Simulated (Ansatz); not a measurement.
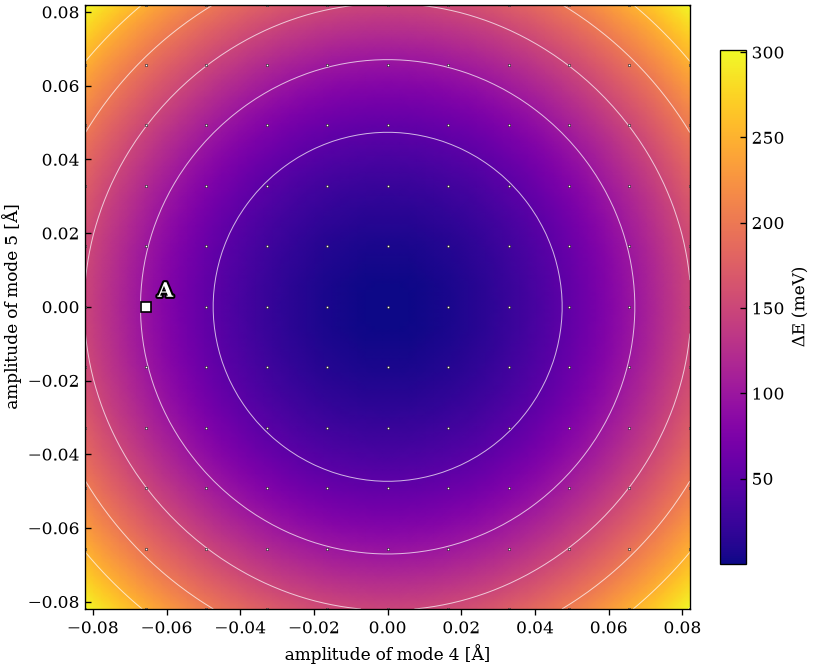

Ge (Fd-3m, No. 227; 2 atoms in the cell). The energy is mapped over two normal modes frozen in (zone-centre modes of the 2-atom cell of this scan). Coordinates scanned: (1) amplitude of mode 4 (289 cm⁻¹), largest displacement; (2) amplitude of mode 5 (289 cm⁻¹), largest displacement. Nothing is relaxed (the cell and all other modes fixed). The grid has 11 × 11 points; 21 points were computed and 100 follow by symmetry. Points are written as (first, second). Energies are in meV per cell, from the lowest grid point. These are results of DFT LDA, scalar-relativistic, plane waves, PAW in Ansatz 0.2.0, not measurements. Settings: cutoff 420 eV, k-mesh 14×14×14, gaussian smearing 0.15 eV, no spin polarisation.

Drawn: a smooth colour map with a few white contour lines, dots at the grid points, the point A. Between grid points the surface is interpolated.

Question: Is A at rest? If not, where is it pushed?

Answer: A, at (−0.066 Å, 0.000 Å), is not a stationary point. The computed force is 2900 meV for each Å towards larger values of the first coordinate and nearly zero along the second coordinate.

PAW datasets: the set soft_1.
